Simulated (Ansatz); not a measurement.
Single-point calculation, with input and output: TiN

System: TiN (Fm-3m, 2 atoms in the cell).
Method: DFT PBEsol, scalar-relativistic, plane waves, PAW, PAW set soft_1, spin-polarised (Ansatz 0.2.0).

The structure derives from an entry of the Crystallography Open Database. Figures and captions count atoms from 1; the log counts them from 0 in places.

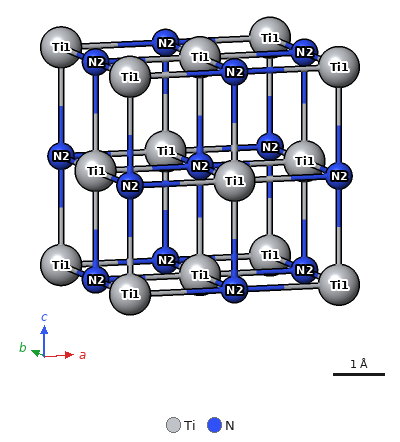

**Figure 1.** The structure as given in the input (ball-and-stick view of the cell 4 times as large as that of the calculation, set on its symmetry axes, seen slightly off an axis; atoms are numbered from 1 in the order of the input). An atom can appear more than once, as a periodic image.

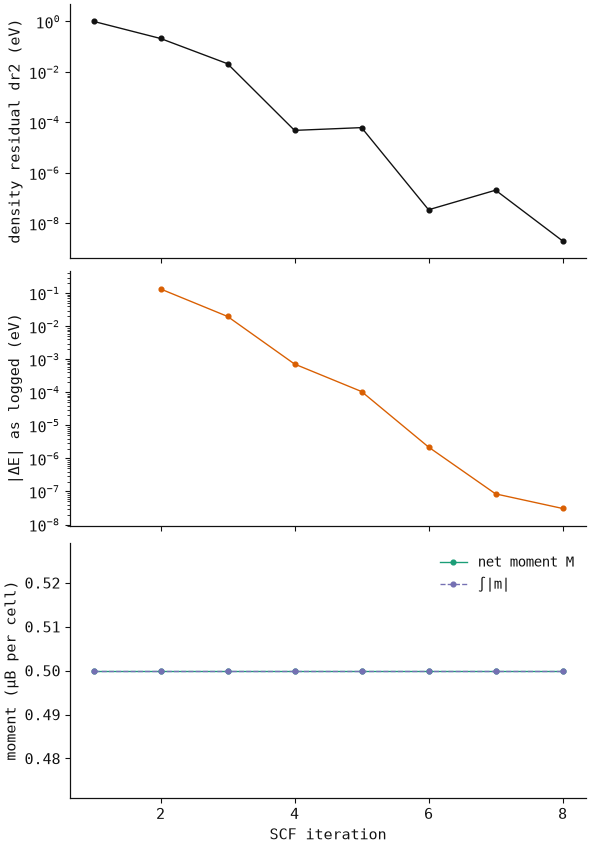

**Figure 2.** Convergence of the self-consistent field: density residual dr2, size of the energy change and magnetic moment against the SCF iteration. The residual comes down, with one marked jump up, by a factor of about 6, at step 7. The net moment stays at 0.5 μB per cell.

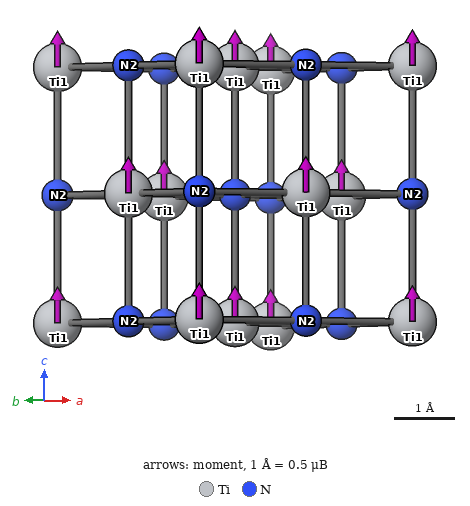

**Figure 3.** Magnetic moments of the sites as pink arrows (ball-and-stick view of the cell 4 times as large as that of the calculation, set on its symmetry axes, seen at an oblique angle; atoms are numbered from 1 in the order of the input); small moments hardly show. The run is collinear, so the axis drawn is arbitrary. Site moments: Ti1 (0.32 μB). They are counted near the atoms and needn't add up to the moment of the cell.

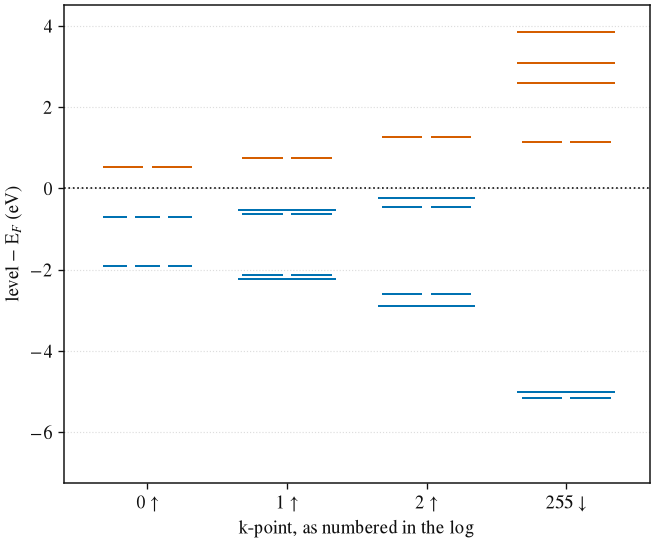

**Figure 4.** Kohn–Sham levels near the Fermi level (dotted) at the few k-points that the log prints; levels within 0.02 eV of each other stand side by side. The system is metallic on the full mesh.

These pictures come from the run below.

Input file:
```yaml
crystal:
  lattice:
    - [0.0, 2.1565869739, 2.1565869739]
    - [2.1565869739, 0.0, 2.1565869739]
    - [2.1565869739, 2.1565869739, 0.0]
  atoms:
    - { symbol: Ti, position: [0.0, 0.0, 0.0], spin: 0.5 }
    - { symbol: "N", position: [0.5, 0.5, 0.5] }
basis:
  ecutwfc: 520.0
kpoints:
  mp_grid: { grid: [20, 20, 20] }
hamiltonian:
  xc: pbesol
  pseudopotentials: { kind: paw, azcp: { folder: soft_1 } }
scf:
  occupations: { method: gaussian, width: 0.15 }
  lower_state_search: "off"
output:
  forces: true
  stress: true
  eigenvalues: true
  populations: true
magnetization:
  spin_polarized: true
  initial_magnetization: 0.5
  spin_locking: { lock_magnetization: hard }
```

Command:
```bash
ansatz run input.yaml --threads 2 --pin off --max-ram 4096MiB --backend cpu --events-out ev --progress --plain --runs-dir out
```

What the program printed:
```
Warning: [file] the record states the generating functional pbe (its physics header spells it `PBE`), which answers neither for hamiltonian.xc's functional nor for the pbesol family's — results may be inconsistent (PPs are generated against a specific XC)
Warning: [file] the record states the generating functional pbe (its physics header spells it `PBE`), which answers neither for hamiltonian.xc's functional nor for the pbesol family's — results may be inconsistent (PPs are generated against a specific XC)
Warning: output.stress: scf.convergence.dr2_threshold = 1e-7 eV (the SCF's general default) is looser than the 2e-10 eV advised for a printed stress (1e-10 eV for each atom of the cell: 2). What an SCF threshold leaves in a stress goes as its square root, and in the free energy as the threshold itself, and one threshold admits the most on a small cell: of the crystals measured, under no hybrid functional and no lock of the moments, on runs that ended without the residual-converged pass, on stresses that held no estimate of that error, the worst erred by over 100 MPa in a component at 1e-7 eV an atom and by under 5 at 1e-10. Set scf.convergence.dr2_threshold to 2e-10 eV or tighter. The threshold is an SCF's pass mark: one that does not reach it within its budget of iterations ends unconverged, or closes short of it on a stop that the run arms, and scf.convergence.dr2_threshold's page says what that costs each kind of run
Engine: ansatz 0.2.0, aarch64-unknown-linux-gnu
Pseudopotentials: kind: paw
Pseudopotential: Ti, paw, valence charge 12, recommended cutoff 420 eV (normal), [file]
Pseudopotential: N, paw, valence charge 5, recommended cutoff 420 eV (normal), [file]
Functional definition: PBEsol
  exchange = pbesol_x
  correlation = pbesol_c
Crystal: 2 atoms, lattice volume = 20.060 Å³
Basis set: ecut = 520 eV, 537 PW (Γ), exchange–correlation on 48×48×48 points (8 copies of the dense FFT grid, shifted against one another)
Bands: 13, of which v1, the nominal top of the filled ones, is band 9 counted from 1 (8 counted from 0)
Symmetry: 48 space group operations
Space group: Fm-3m (ITA 225), of the structure as read, at distance tolerance 2.7e-5 Å
Magnetic group: BNS 225.116 (UNI 1618), of the structure as read, at distance tolerance 2.7e-5 Å
k-points: 256 of 8000
Non-local potential: Ti, projectors of the file, l = 0: 3, l = 1: 2, l = 2: 3, l = 3: 1
Non-local potential: N, projectors of the file, l = 0: 2, l = 1: 2, l = 2: 1
PAW form: soft (Blöchl's): semilocal exchange-correlation on the pseudo side does not see the compensation charge
PAW frozen core: Ti, regenerated for the run's functional, and the local potential with it (the file was generated under x = pbe(κ = 0.804, μ = 0.2195149727645171), c = pbe(β = 0.06672455060314922))
PAW frozen core: N, regenerated for the run's functional, and the local potential with it (the file was generated under x = pbe(κ = 0.804, μ = 0.2195149727645171), c = pbe(β = 0.06672455060314922))
PAW one-centre angular grid: Ti, 590 points (default); XC on 64 Gauss nodes
PAW one-centre angular grid: N, 110 points (default); XC on 64 Gauss nodes
Initial density: superposition of atomic densities (chi_scale 0.1, normalization cell, long waves kept (reshape's long-wave potential 0.00 eV rms))
Starting moments: Σ|m| = 0.5 μB on 1 of 2 sites
Initial wavefunctions: pseudopotential atomic-orbital guess
Functional: x = pbesol(κ = 0.804, μ = 0.12345679012345678), c = pbesol(β = 0.046)
SCF iter   1: F=—  HF=-2856.201262 eV  |F-HF|=—  |Δ(HF+E_count)|=         —  Δρ=3.88e-2 (↑3.88e-2 ↓2.79e-2)  dr2=1.00e0  dr2_m=2.49e-2  M=0.500 μB ∫|m|=0.500 μB  β_m=0.30  ethr=3.10e-3  ⟨swp⟩=4.8  Hψ=71931  notcnv=0
automatic band count: the SCF goes on with 17 bands, as 13 were too few: the levels above may hold too much charge
preconditioner: auto → none  [metal: Δε(μ)=0.021 eV  Ē_g=14.311 eV  σ=0.150 eV  W_gap=0.08  n_scr=8 (ndim 8)  ℏωp=24.9 eV  f_vac=0.000  D(μ)=0.80/eV (n_scr^D=8)  sad-step TF]
SCF iter   2: F=—  HF=-2856.066151 eV  |F-HF|=—  |Δ(HF+E_count)|=   1.35e-1  Δρ=2.02e-2 (↑2.02e-2 ↓1.64e-2)  dr2=2.10e-1  dr2_m=1.13e-2  M=0.500 μB ∫|m|=0.500 μB  β_m=0.42  ethr=3.10e-3  ⟨swp⟩=2.0  Hψ=15300  notcnv=0  defer=1695
SCF iter   3: F=—  HF=-2856.046201 eV  |F-HF|=—  |Δ(HF+E_count)|=   1.99e-2  Δρ=7.87e-3 (↑7.39e-3 ↓7.87e-3)  dr2=2.10e-2  dr2_m=2.08e-3  M=0.500 μB ∫|m|=0.500 μB  β_m=0.60  ethr=1.24e-3  ⟨swp⟩=2.0  Hψ=9334  notcnv=0  defer=1702
SCF iter   4: F=—  HF=-2856.045482 eV  |F-HF|=—  |Δ(HF+E_count)|=   7.20e-4  Δρ=4.67e-4 (↑4.48e-4 ↓4.67e-4)  dr2=4.80e-5  dr2_m=1.21e-5  M=0.500 μB ∫|m|=0.500 μB  β_m=0.63  ethr=1.24e-4  ⟨swp⟩=2.1  Hψ=10375  notcnv=0  defer=1698
SCF iter   5: F=—  HF=-2856.045588 eV  |F-HF|=—  |Δ(HF+E_count)|=   1.06e-4  Δρ=3.10e-4 (↑2.51e-4 ↓3.10e-4)  dr2=6.18e-5  dr2_m=9.68e-7  M=0.500 μB ∫|m|=0.500 μB  β_m=0.66  ethr=2.82e-7  ⟨swp⟩=2.0  Hψ=11696  notcnv=0  defer=1698
SCF iter   6: F=—  HF=-2856.045590 eV  |F-HF|=—  |Δ(HF+E_count)|=   2.21e-6  Δρ=3.65e-5 (↑3.65e-5 ↓2.14e-5)  dr2=3.44e-8  dr2_m=1.37e-7  M=0.500 μB ∫|m|=0.500 μB  β_m=0.80  ethr=5.88e-10  ⟨swp⟩=7.0  Hψ=46488  notcnv=0
SCF iter   7: F=—  HF=-2856.045590 eV  |F-HF|=—  |Δ(HF+E_count)|=   8.46e-8  Δρ=1.94e-5 (↑1.94e-5 ↓1.39e-5)  dr2=2.05e-7  dr2_m=9.19e-9  M=0.500 μB ∫|m|=0.500 μB  β_m=0.79  ethr=2.02e-10  ⟨swp⟩=4.4  Hψ=32194  notcnv=0
SCF iter   8: F=-2856.045590 eV  HF=-2856.045590 eV  |F-HF|=1.79e-9  |Δ(HF+E_count)|=   3.06e-8  Δρ=2.03e-6 (↑1.19e-6 ↓2.03e-6)  dr2=2.01e-9  dr2_m=1.23e-10  M=0.500 μB ∫|m|=0.500 μB  ethr=2.02e-10  ⟨swp⟩=1.9  Hψ=23229  notcnv=0
SCF 1 converged in 8 iterations: F = -2856.045590 eV  dr2 = 2.01e-9
  greatest PAW one-centre occupation: 0.998 electrons in one spin orbital (limit 2), on the Ti atom at site 0 (counted from 0), in its partial waves of l = 0
SCF converged after 8 iterations
Stability checked in part: among states of this total moment the steps that led to this state did not find it unstable. No probe was made; neither looks for a lower state of another moment (fixed_total_moment; see scf.lower_state_search)
Magnetization: 0.5000 μB (8.7500 up, 8.2500 down)
Absolute magnetization: 0.5000 μB (∫|ρ↑−ρ↓|, with the PAW one-centre terms)
Spin contamination: 0.0008 ħ² per cell (⟨S²⟩ above its minimum at these occupations)
Per-site moments (μB) at R_I (Å): [(0.31545293273118435, 0.88959212673375), (0.031895331070057424, 0.88959212673375)]
Free energy (F): -2856.045590 eV
Harris-Foulkes:  -2856.045590 eV  (|F-HF|=1.79e-9)
Internal energy: -2856.036290 eV  (E = F + TS)
E sigma→0 (E₀):  -2856.040940 eV
Entropy (-TS):   -0.009300 eV (-4.650 meV/atom)
Fermi energy:    15.904694 (↑ 16.291288, ↓ 15.518099) eV
--- Per-component energies (eV) ---
  E_band       = -108.584108
  E_kinetic    = 407.163476
  E_local      = -868.026137  (includes V_loc(G=0)·N_el)
  E_nonlocal   = 95.892800
  E_hartree    = 334.470122
  E_xc         = -174.888649
  E_vxc        = -221.016816  (∫ρ·V_xc dr)
  E_paw        = -1139.114447  (= ΣΔE_a)
  E_vpaw       = -191.536795  (= ΣTr[D̂ρ^β])
  E_aug_tail   = -0.000057  (compensation charges beyond the density's cutoff)
  E_ewald      = -1511.700881
  E_core_change = 0.167483  (= ΣΔE_core)
  E_smearing   = -0.009300  (= −TS)
  E_closure    = 0.000000  (closes the sum)
  Σ components = -2856.045590   (vs F -2856.045590, Δ=0.00e0)
--- Forces (eV/Å), atoms counted from 1 ---
  atom   1  Ti    -0.00000000     0.00000000     0.00000000
  atom   2  N      0.00000000    -0.00000000     0.00000000
  max |Σ_I F_I| component: 6.51e-30 eV/Å
--- Stress (GPa, compression-positive) ---
      -17.863943       0.000000       0.000000
        0.000000     -17.863943       0.000000
       -0.000000       0.000000     -17.863943
  P = ⅓ Tr σ = -17.8639 GPa (-178.639 kbar)
--- Band table (eV; the first three rows and the last of 512) ---
  k-point 0 ↑: bands = ["-41.8180", "-17.9443", "-17.9443", "-17.9443", "-0.8155", "13.9980", "13.9980", "13.9980", "15.2007", "15.2007", "15.2007", "16.4185", "16.4185", "20.6657", "28.7362", "34.8106", "34.8106"]
  k-point 1 ↑: bands = ["-41.8160", "-17.9583", "-17.9455", "-17.9455", "-0.7697", "13.6838", "13.7748", "13.7748", "15.2799", "15.2799", "15.3703", "16.6390", "16.6390", "20.8073", "28.7645", "34.7450", "34.7505"]
  k-point 2 ↑: bands = ["-41.8104", "-17.9988", "-17.9490", "-17.9490", "-0.6350", "13.0101", "13.2975", "13.2975", "15.4450", "15.4450", "15.6526", "17.1760", "17.1760", "21.1905", "28.8024", "34.5448", "34.5448"]
  k-point 255 ↓: bands = ["-41.3359", "-17.8867", "-17.8867", "-17.7616", "1.0866", "10.7416", "10.7416", "10.8892", "17.0547", "17.0547", "18.4934", "18.9871", "19.7385", "27.6599", "27.6599", "28.4457", "31.7564"]
--- Löwdin populations: 2 sites ---
  site symbol       q [e]    m [muB]
     0     Ti     11.1102     0.4647
     1      N      5.8194     0.0297
  spilling = 0.004140 (of n_electrons = 17.000000)
```

File populations.tsv:
```
# site	symbol	l	j	q_up	q_dn
# orbitals = lowdin
# n_electrons = 17.000000
# spilling = 0.004140
0	Ti	0_3S	-	0.972469	0.972444
0	Ti	0_4S	-	0.224427	0.220050
0	Ti	1_3P	-	2.994835	2.994764
0	Ti	2_3D	-	1.595723	1.135488
1	N	0_2S	-	0.780087	0.778995
1	N	1_2P	-	2.144492	2.115851
```

Results in brief:

- outcome: converged
- space group (tolerance 0.01 Å): Fm-3m (225)
- electrons treated: 17
- free energy: −2856.0456 eV
- Fermi energy: 15.905 eV
- gap on the k-point mesh: none (metallic)
- net moment of the cell: 0.50 μB
- integrated absolute moment: 0.50 μB
- pressure: −17.86 GPa
- largest force (length of the vector): under 0.001 eV/Å
- hardware: 2 threads of Arm Neoverse N1, 98 GiB of memory available, shared host
- wall time: 17 s (CPU time 32 s)
- peak memory: 0.45 GiB

Notes:

The electronic state found may not be the lowest one. Warnings of the run: the PAW datasets were made with another functional; the SCF threshold is looser than advised for the printed stress. The cell is under a tension of 17.9 GPa at this level, so it is not at its equilibrium volume.
